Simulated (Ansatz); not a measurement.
# Calculations on TaN

## 1. Relaxation

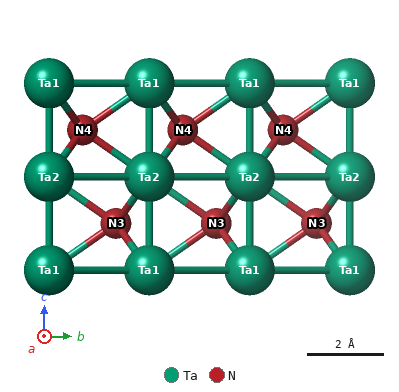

Starting structure of crystalline TaN (set up in P6_3/mmc) (coarse preliminary run). The picture is a ball-and-stick view of the cell of the calculation, repeated 1 × 3 × 1 with one cell outlined, seen along the a axis.

Level of theory: DFT PBE, scalar-relativistic, plane waves, PAW (Ansatz).

The input:
```yaml
crystal:
  lattice:
    - [3.0480019786, 0.0, 0.0]
    - [-1.5240009893, 2.6396471442, 0.0]
    - [0.0, 0.0, 4.918]
  atoms:
    - { symbol: Ta, position: [0.0, 0.0, 0.0] }
    - { symbol: Ta, position: [0.0, 0.0, 0.5] }
    - { symbol: "N", position: [0.3333333333, 0.6666666667, 0.25] }
    - { symbol: "N", position: [0.6666666667, 0.3333333333, 0.75] }
basis:
  ecutwfc: 420
kpoints:
  mp_grid: { grid: [6, 6, 4] }
hamiltonian:
  xc: pbe
scf:
  occupations: { method: gaussian, width: 0.1 }
output:
  forces: true
  stress: true
  eigenvalues: true
relax:
  adjacent_minimum: "off"
  f_tol: 0.05
  max_steps: 80
  cell: { stress_tol: 0.5 }
```

Launched with:
```bash
ansatz run input.yaml --threads 1 --pin off --max-ram 2560MiB --backend cpu --events-out ev --progress --plain --runs-dir out
```

Question: Predict the outcome.

Answer: The atoms keep their places relative to the cell (all moves are under 0.005 Å). Cell: a = b 3.048 → 2.918 Å (−4.3 %), c 4.918 → 5.906 Å (+20.1 %). Volume +10.1 %. Some distances before and after: Ta1–Ta2 2.459 → 2.953 Å, Ta1–Ta1 3.048 → 2.918 Å, Ta1–N3 2.147 → 2.240 Å. Among the angles between lasting bonds that change: Ta1–N4–Ta2 69.9° → 82.5°, Ta1–N4–Ta1 90.5° → 81.3°, Ta1–N4–Ta2 131.6° → 135.8°. The space group stays P6_3/mmc (No. 194). Over 6 accepted moves (8 points after the start) the energy falls by 2.760 eV per cell of the calculation. All forces vanish by symmetry, so only the cell relaxes. Pressure: 59.40 GPa at the start and 0.09 GPa at the end. The SCF was repeated twice at an unchanged geometry on a basis and grid sized afresh for the cell, which shifted the energy by 88.5 meV per cell of the calculation at most.

Step by step:

```
step  E − E(0), meV/atom  pressure, GPa  volume, Å³/atom                      note
   0                0.00          59.40            9.892                          
   1             -293.51          24.55           10.548                          
   2             -467.67           9.30           10.829                          
   3             -613.30           3.39           10.849                          
   4             -666.29           2.65           10.752                          
   5             -667.05           0.13           10.835                          
   6             -689.17           1.93           10.835  same geometry, new basis
   7             -689.83           0.08           10.891                          
   8             -690.03           0.09           10.891  same geometry, new basis
```

After the run, drawn alike:

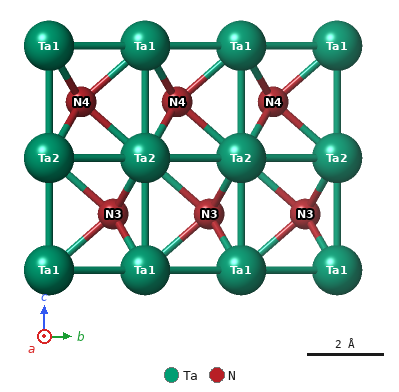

## 2. Relaxation

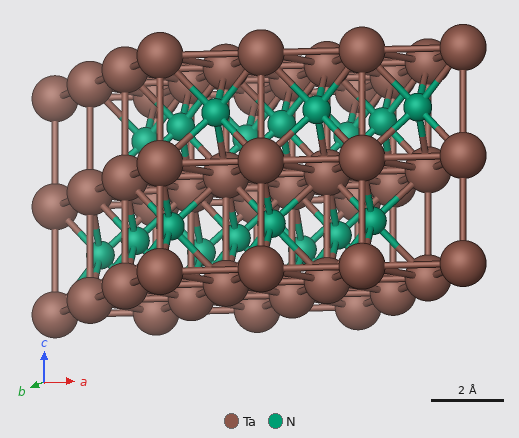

This is the input geometry for a relaxation of a crystal of TaN (set up in P6_3/mmc). A ball-and-stick model of the cell of the calculation, repeated 3 × 3 × 1 with one cell outlined, seen from a free direction.

Case: uniaxial strain along c of +4.0 %; a, b and atoms relaxed.

All numbers below come from DFT PBE, scalar-relativistic, plane waves, PAW in Ansatz 0.2.0.

Input
```yaml
crystal:
  lattice:
    - [2.8879302784, 0.0, 0.0]
    - [-1.4439651392, 2.5010209855, 0.0]
    - [0.0, 0.0, 6.1514393307]
  atoms:
    - { symbol: Ta, position: [0.0, 0.0, 0.0] }
    - { symbol: Ta, position: [0.0, 0.0, 0.5] }
    - { symbol: "N", position: [0.3333333335, 0.6666666665, 0.25] }
    - { symbol: "N", position: [0.6666666665, 0.3333333335, 0.75] }
basis:
  ecutwfc: 420
kpoints:
  mp_grid: { grid: [24, 24, 10] }
hamiltonian:
  xc: pbe
scf:
  occupations: { method: gaussian, width: 0.1 }
output:
  forces: true
  stress: true
  eigenvalues: true
relax:
  adjacent_minimum: "off"
  f_tol: 0.008
  max_steps: 40
  cell: { stress_tol: 0.015, fix: [c, angles] }
```

Launched with:
```bash
ansatz run input.yaml --threads 1 --pin off --max-ram 2560MiB --backend cpu --events-out ev --progress --plain --runs-dir out
```

Question: Predict the outcome.

Answer: No atom moves by more than 0.005 Å relative to the cell. Cell: a = b 2.888 → 2.900 Å (+0.4 %), c unchanged at 6.151 Å. Volume +0.9 %. Near-neighbour distances that change, for instance: Ta1–Ta1 2.888 → 2.900 Å, Ta1–N3 2.268 → 2.273 Å. The space group stays P6_3/mmc (No. 194). The energy falls by 1.0 meV per atom in 3 accepted moves (6 points after the start). All forces vanish by symmetry, so only the cell relaxes. The pressure goes from −6.82 to −9.25 GPa. The line search rejected the trial step at point 1 of the run. At 2 points the geometry stayed and the basis and grid were re-selected for the new cell (energy shift of 0.3 meV per atom at most each time). The run took 2.6 min on 1 thread of Intel(R) Xeon(R) Platinum 8559C (Emerald Rapids) (shared host), peak memory 1 GiB.

## 3. Series

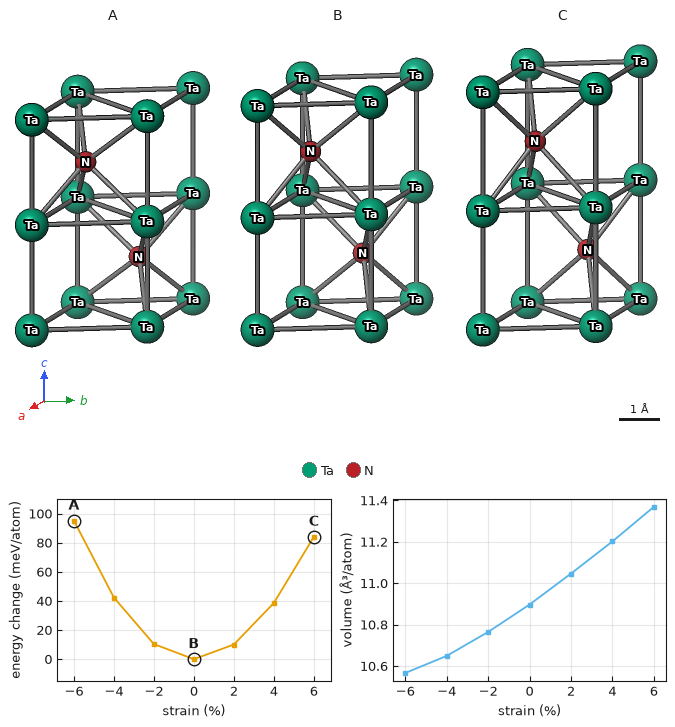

Members of a series of calculations on solid TaN (set up in P6_3/mmc), marked on the first curve. The picture is a ball-and-stick view of the cell of the calculation, seen slightly off an axis.

These are results of DFT PBE, scalar-relativistic, plane waves, PAW in Ansatz, not measurements. (plane-wave cutoff 420 eV; k-point mesh 24 × 24 × 10; occupations gaussian; smearing width 0.1 eV; no spin polarisation)

Question: Which kind of strain is it, and how does the structure respond?

Answer: Uniaxial strain along c; a, b and atoms relaxed. A (strain −6.0 %): energy change 95.2 meV/atom, volume 10.57 Å³ per atom. B (strain 0.0 %): energy change 0.0 meV/atom, volume 10.90 Å³ per atom. C (strain 6.0 %): energy change 84.1 meV/atom, volume 11.37 Å³ per atom. The rest compares A with C. The volume changes by +7.6 %, with a = b 2.963 → 2.894 Å (−2.3 %), c 5.560 → 6.270 Å (+12.8 %). Among the bonded contacts that change: Ta–Ta 2.780 → 3.135 Å, N–Ta 2.204 → 2.291 Å, Ta–Ta 2.963 → 2.894 Å.
